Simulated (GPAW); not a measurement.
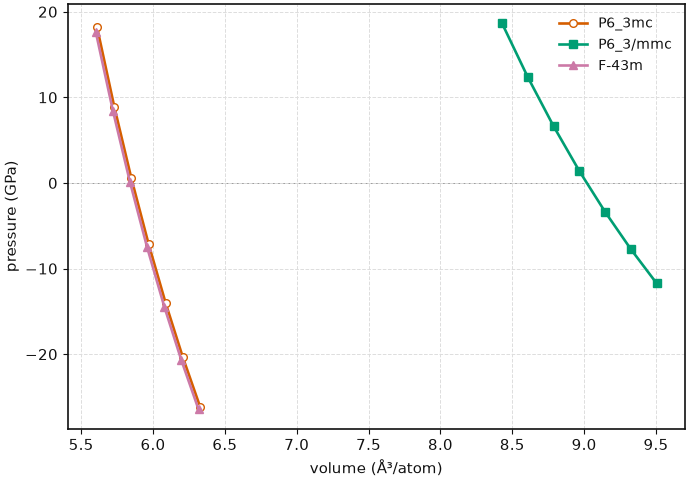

Plotted: pressure against volume, with one curve for each structure, for BN.

Method: PAW DFT in plane waves, on a grid or in atomic orbitals, no spin polarisation; energies at scaled volumes of the given cell, shape and fractions fixed, counted from the fit's minimum, third-order Birch-Murnaghan fit (GPAW 26.7.0). Level: PBEsol.

- occupations: Fermi–Dirac
- smearing width: 0.05 eV
- potentials: PAW data sets made by gpaw setup for the functional
- wave cutoff: 800 eV

Settings that differ: P6_3mc: k mesh 12×12×6; P6_3/mmc: k mesh 12×12×4; F-43m: k mesh 13×13×13.

**For P6_3mc: what does the pressure do across the range?**

It falls from 18.16 GPa at volume 5.6110 Å³/atom to −26.13 GPa at 6.3273 Å³/atom, and changes sign near 5.86 Å³/atom.

**For P6_3/mmc: how does the pressure vary with volume?**

It falls from 18.65 GPa at volume 8.4286 Å³/atom to −11.73 GPa at 9.5046 Å³/atom, and changes sign near 9.02 Å³/atom.

**For F-43m: how does the pressure vary with volume?**

It falls from 17.65 GPa at volume 5.6017 Å³/atom to −26.44 GPa at 6.3168 Å³/atom, and changes sign near 5.84 Å³/atom.

Limits of the calculation: shape and atomic fractions are frozen while scaling, which makes layered, chain and framework solids too stiff.
